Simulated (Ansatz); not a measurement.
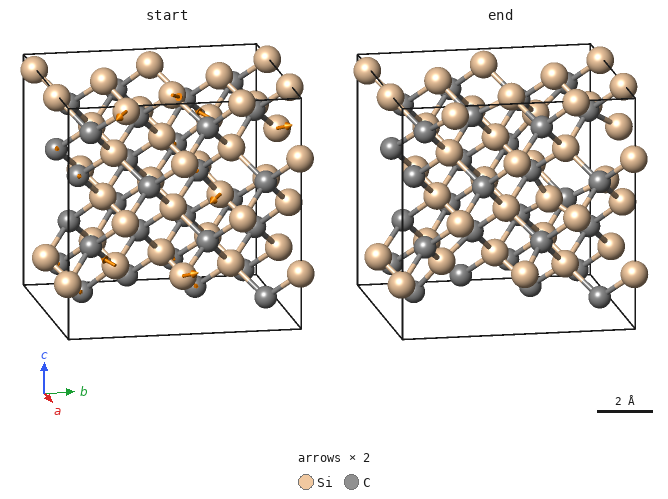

The structure of a defect cell of composition Si16C15 (cell charge +4) before (left) and after (right) a relaxation, at one scale. The orange arrows give the displacements, 2 times their true length.

A ball-and-stick model of the larger cell on standard axes (2 times the calculation's cell) (origin shifted), seen from a free direction.

These are results of Ansatz, DFT PBEsol, scalar-relativistic, plane waves, PAW, not measurements. (plane-wave cutoff 420 eV; k-point mesh 2 × 2 × 2; occupations gaussian; smearing width 0.02 eV; mesh shifted by (0.5, 0.5, 0.5); collinear spin; atoms relaxed in a fixed cell; force threshold 0.03 eV/Å; at most 40 steps)

> What changed between the two?

The energy falls by 1.168 eV per cell of the calculation in 5 accepted moves (9 points after the start). The largest force component goes from 0.97 to 0.025 eV/Å. The line search rejected the trial steps at points 4, 6 of the run. 2 steps only repeated the SCF at the same geometry. A Si atom moves most: 0.37 Å along [−2 −2 1]. Largest moves by element: Si 0.37 Å, C 0.09 Å. The cell doesn't change. Near-neighbour distances that change, for instance: Si–Si 2.993 → 3.693 Å, Si–Si 3.025 → 3.693 Å, C–Si 1.919 → 1.810 Å, C–Si 1.896 → 1.810 Å. Among the angles between lasting bonds that change: Si–C–Si 108.7° → 98.0°, Si–C–Si 108.5° → 98.0°, Si–C–Si 107.4° → 98.0°. The program noted that the starting moments weren't kept.

Limits of the set-up: the periodic images lie only 7.5 Å apart, so the values are limited by the cell's size; the cell is charged, on a uniform background, and energies carry no finite-size correction.
